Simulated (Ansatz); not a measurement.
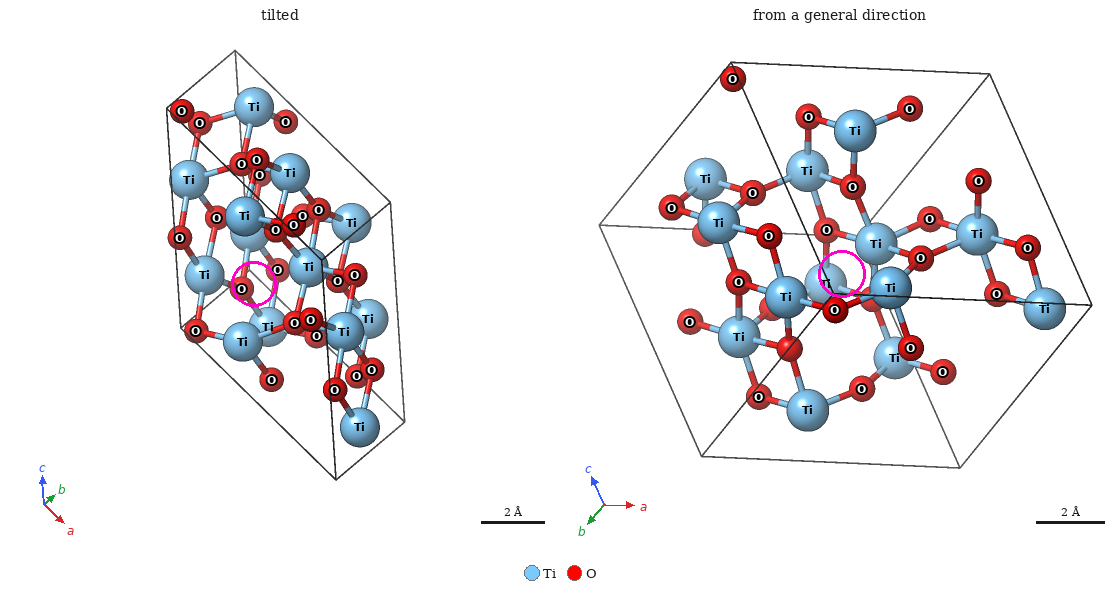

Crystal structure, ball-and-stick style, seen slightly off an axis and from a general direction. The frame is the supercell; atoms at its boundary are shown with their periodic copies. The host is TiO2, in a cell of 30 sites, and the cell is neutral. A ring marks the defect's site.

> Spot the defect.

An oxygen vacancy. Around the empty site lie three Ti at about 2.0 Å.

The atoms were relaxed in the host's cell with DFT PBE+U, scalar-relativistic, plane waves, PAW in Ansatz 0.2.0.
